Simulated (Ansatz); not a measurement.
# Calculations on B$_{48}$N$_{47}$

## 1. Relaxation

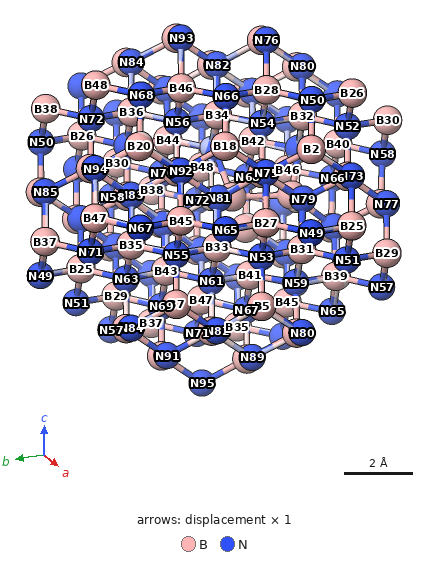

A relaxation of a defect cell of composition B$_{48}$N$_{47}$ (cell charge −1). The starting structure is drawn faded, the final one solid; purple arrows show the displacements, at their true length.

A ball-and-stick model of the atoms within 5.8 Å of the atom that moves most (axes of the cell of the calculation (origin shifted)), seen from a free direction.

Theory: Ansatz 0.2.0, DFT, PBEsol, PAW, plane waves. Set-up: plane-wave cutoff 420 eV; k-point mesh 1 × 1 × 1; mesh shifted by (0.25, 0.25, 0.25); no spin polarisation; atoms relaxed in a fixed cell; force threshold 0.03 eV/Å; at most 80 steps.

Q: Atoms of which element are displaced furthest, and by how much?

A: Boron: up to 0.62 Å, against 0.11 Å for nitrogen.

Q: Describe the change and its energy.

A: Over 18 accepted moves (21 points after the start) the energy falls by 3.219 eV per cell of the calculation. Largest force component: 2.1 eV/Å at the start, 0.016 eV/Å at the end. The line search rejected the trial steps at points 12, 18, 20 of the run. The largest move is that of a B atom, 0.62 Å roughly along [1 −2 0]. Largest moves by element: B 0.62 Å, N 0.11 Å. The cell stays as it was. Among the contacts that change: B–B 2.545 → 1.768 Å, B–N 1.563 → 2.213 Å, B–N 1.550 → 1.727 Å, B–N 1.517 → 1.609 Å. New bonds form: B–B (2.54 → 1.77 Å). Bonds break: B–N (1.56 → 2.21 Å). Bond angles that change, for instance: B–N–B 110.1° → 93.6°, B–N–B 110.8° → 125.7°, B–N–B 109.8° → 123.0°. The run took 2.4 min on 8 threads of Arm Neoverse-V1, peak memory 1.2 GiB.

Limits of the set-up: the periodic images lie only 7.6 Å apart, so the values are limited by the cell's size; the cell is charged, on a uniform background, and energies carry no finite-size correction.

## 2. Relaxation

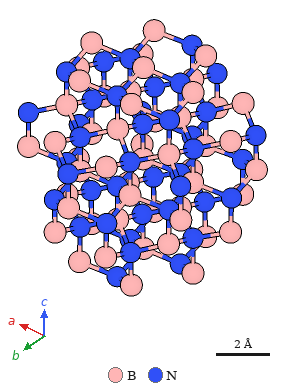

A defect cell of composition B$_{48}$N$_{47}$, before the relaxation. A ball-and-stick model of the atoms within 5.0 Å of the atom that moves most (axes of the cell of the calculation), seen from a free direction.

The calculation used Ansatz 0.2.0, DFT, PBEsol, PAW, plane waves.

Settings: plane-wave cutoff 420 eV; k-point mesh 1 × 1 × 1; mesh shifted by (0.25, 0.25, 0.25); collinear spin; atoms relaxed in a fixed cell; force threshold 0.03 eV/Å; at most 80 steps.

```xyz
95
Lattice="7.6230 0.0000 0.0000 0.0000 8.8023 0.0000 0.0000 0.0000 8.4066" Properties=species:S:1:pos:R:3 pbc="T T T"
B     0.0213    1.4597    8.3845
B     7.6080    1.4353    4.1882
B     2.5557    1.4696    8.3815
B     2.5211    1.4624    4.2260
B     1.2289    3.6827    8.3882
B     1.2613    3.6665    4.1902
B     0.0044    5.8780    8.3987
B     0.0228    5.8794    4.2070
B     5.0757    1.4784    0.0362
B     5.1077    1.4873    4.2125
B     3.8206    3.6707    8.3917
B     3.7794    3.6587    4.2074
B     2.5205    5.8346    8.4018
B     2.5147    5.8665    4.1794
B     1.2558    8.0439    0.0272
B     1.3006    8.0755    4.2008
B     6.3419    3.6338    8.3639
B     6.3374    3.6555    4.2084
B     5.0831    5.8711    0.0161
B     5.0886    5.8734    4.2105
B     3.8085    8.0923    8.4021
B     3.8219    8.0440    4.1899
B     6.3472    8.0651    0.0094
B     6.3670    8.0876    4.2032
B     1.2865    0.7245    2.1006
B     1.2710    0.7062    6.2812
B     0.0040    2.9426    2.1077
B     0.0180    2.9033    6.3084
B     3.8121    0.7311    2.1297
B     3.7985    0.7501    6.3228
B     2.5496    2.9497    2.1095
B     2.5310    2.9107    6.3057
B     1.2506    5.1528    2.1127
B     1.2739    5.1501    6.2962
B     0.0097    7.3216    2.1180
B     7.5861    7.3514    6.3158
B     6.3449    0.7087    2.0773
B     6.3670    0.7321    6.3203
B     5.0837    2.8944    2.1176
B     5.0631    2.9186    6.3365
B     3.8453    5.1681    2.0974
B     3.8280    5.0911    6.3120
B     2.5477    7.3225    2.1267
B     2.5593    7.3078    6.3161
B     6.3530    5.1657    2.0959
B     6.3518    5.1529    6.3109
B     5.0903    7.3170    2.1365
B     5.0910    7.3398    6.3076
N     7.6218    1.4418    1.6099
N     0.0317    1.4743    5.7482
N     2.5566    1.4727    1.5941
N     2.5355    1.4808    5.8123
N     1.2828    3.6957    1.5754
N     1.2355    3.6433    5.7610
N     0.0093    5.8710    1.6162
N     0.0045    5.8559    5.7637
N     5.0979    1.4527    1.5784
N     5.0616    1.4752    5.7898
N     3.8475    3.6932    1.5782
N     3.8224    3.6531    5.7602
N     2.5527    5.8816    1.5923
N     2.5204    5.8832    5.7923
N     1.2534    8.0937    1.5686
N     1.3042    8.0797    5.7497
N     6.3800    3.6425    1.5500
N     6.3711    3.6489    5.7860
N     5.0958    5.9014    1.5608
N     5.0680    5.8617    5.7739
N     3.8081    8.0588    1.5859
N     3.7982    8.0685    5.7740
N     6.3601    8.0824    1.5412
N     6.3662    8.0969    5.7813
N     1.2271    0.7342    3.6954
N     1.2771    0.7532    7.9019
N     0.0299    2.9217    3.7110
N     7.6165    2.9269    7.8786
N     3.8203    0.7584    3.6479
N     3.8135    0.7275    7.8723
N     2.5166    2.9580    3.6952
N     2.5662    2.9080    7.8726
N     1.2671    5.1561    3.6897
N     1.2566    5.1528    7.8864
N     7.6167    7.3140    3.7056
N     7.5902    7.3181    7.9000
N     6.3419    0.7186    3.6696
N     6.3755    0.7517    7.8740
N     5.0688    2.9620    3.7027
N     5.0932    2.9393    7.8638
N     3.7871    5.1268    7.8738
N     2.5574    7.3436    3.6685
N     2.5577    7.3506    7.8735
N     6.3438    5.1184    3.6663
N     6.3223    5.1227    7.8957
N     5.0639    7.3582    3.6563
N     5.0879    7.3538    7.8505
```

Q: Predict the outcome.

A: The largest move is that of B14, 0.11 Å along [0 −1 2]. By element the largest moves are B 0.11 Å, N 0.06 Å. The cell stays as it was. Among the contacts that change: B14–N62 1.613 → 1.532 Å, B36–N64 1.628 → 1.559 Å, B29–N77 1.518 → 1.574 Å, B7–N55 1.624 → 1.575 Å. Among the angles between lasting bonds that change: B14–N90–B43 108.3° → 113.0°, N79–B12–N87 111.8° → 107.3°, N62–B14–N81 109.3° → 113.6°. Over 5 accepted moves (6 points after the start) the energy falls by 1.861 eV per cell of the calculation. Largest force component: 2.3 eV/Å at the start, 0.018 eV/Å at the end. The line search rejected the trial step at point 3 of the run. Cost: 50 s on 8 threads of Intel(R) Xeon(R) 6975P-C, peak memory 2 GiB.

After the run, drawn alike:

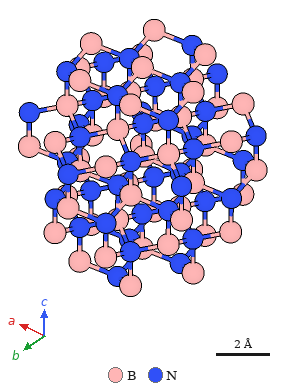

Limits of the set-up: the periodic images lie only 7.6 Å apart, so the values are limited by the cell's size.

## 3. Defect

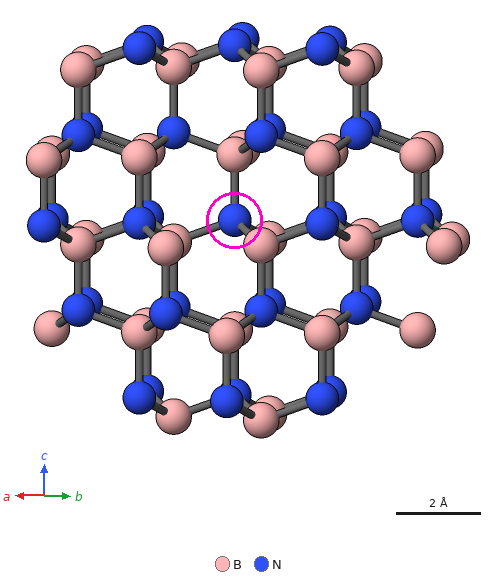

Perfect BN. The picture is a ball-and-stick view of the atoms within 5.4 Å of one point, in a slice 5.0 Å thick across the line of sight, seen from a free direction.

Computed with DFT, PBEsol, PAW, plane waves in Ansatz 0.2.0. Set-up: plane-wave cutoff 420 eV; k-point mesh 1 × 1 × 1; mesh shifted by (0.25, 0.25, 0.25); no spin polarisation. Fermi-Dirac smearing of 0.01 eV. A uniform background neutralises the charged cell. The axes drawn are those of the host's conventional cell.

A nitrogen atom is taken out (a vacancy) at the ringed place, in charge state −1. The supercell has 96 sites, and the atoms are relaxed at the host's cell.

Question: How do the neighbours respond?

Answer: Around the empty N site the host had 4 B at 1.56 to 1.57 Å; after relaxation the nearest atoms are 1 B at 1.18 Å. Of the host's atoms, a boron atom moves furthest from its site, by 0.61 Å.

The relaxed defect, seen from the same direction:

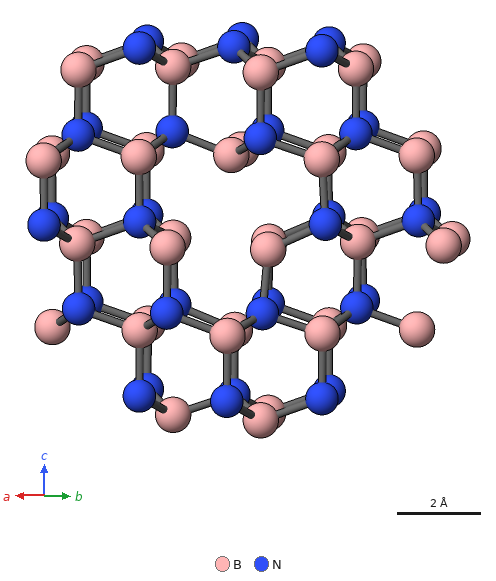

Limits of the set-up: the periodic images lie only 7.6 Å apart, so the values are limited by the cell's size; the cell is charged, on a uniform background, and energies carry no finite-size correction.
